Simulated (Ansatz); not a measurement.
Given this structure:

```
W Se
1.0
     3.27904    0.00000    0.00000
    -1.63952    2.83973    0.00000
     0.00000    0.00000   12.79283
W Se
2 4
Direct
  0.66667 0.33333 0.25000
  0.33333 0.66667 0.75000
  0.33333 0.66667 0.38168
  0.66667 0.33333 0.88168
  0.33333 0.66667 0.11832
  0.66667 0.33333 0.61832
```

### Before looking at a picture, describe the arrangement of atoms.

Its composition is WSe2. The space group is P6_3/mmc (No. 194); the lattice is primitive hexagonal. The arrangement is known as 2H molybdenite (MoS₂) type. With Z = 2, the cell contains 2 W, 4 Se. The polyhedra are WSe6 trigonal prisms; they share edges. About every W there are six Se in a trigonal prismatic arrangement at 2.53 Å. Se is linked to three W in a trigonal pyramidal arrangement at 2.53 Å. Not all metal-metal contacts are counted. The bonds build WSe2 layers parallel to (001).

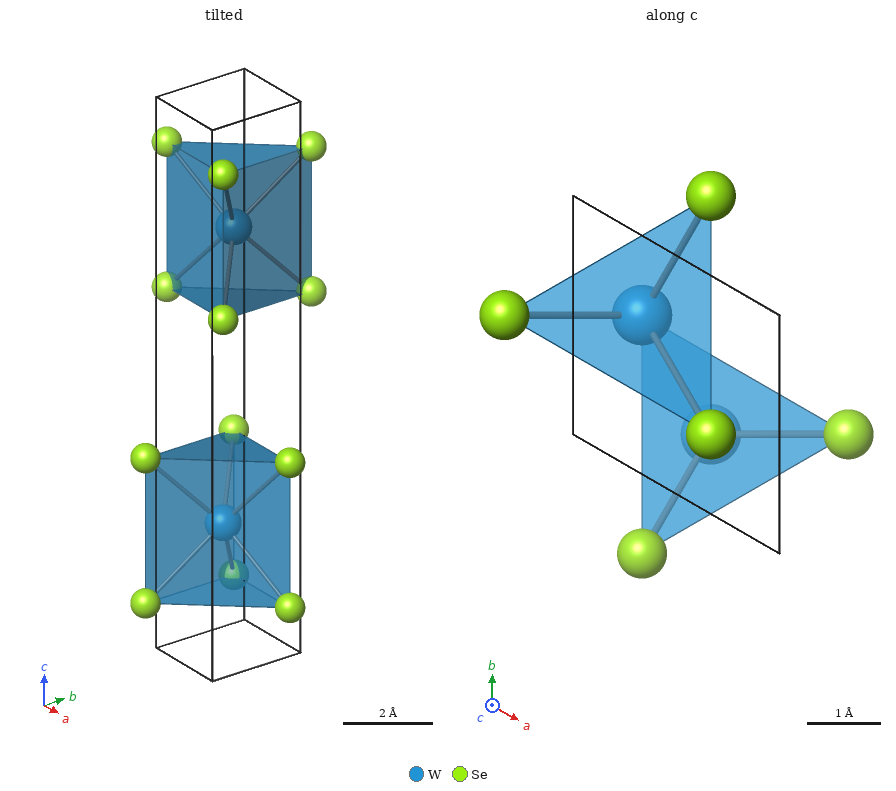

Crystal structure, polyhedral style, seen slightly off an axis and along the c axis. The parallelepiped is the conventional unit cell. Some atoms of the next cells are drawn as well. Colours: tungsten blue, selenium green.

Origin of the cell: a structure listed in the Materials Project. What is shown is the relaxed result from DFT PBE+D3(BJ), scalar-relativistic, plane waves, PAW in Ansatz 0.2.0.
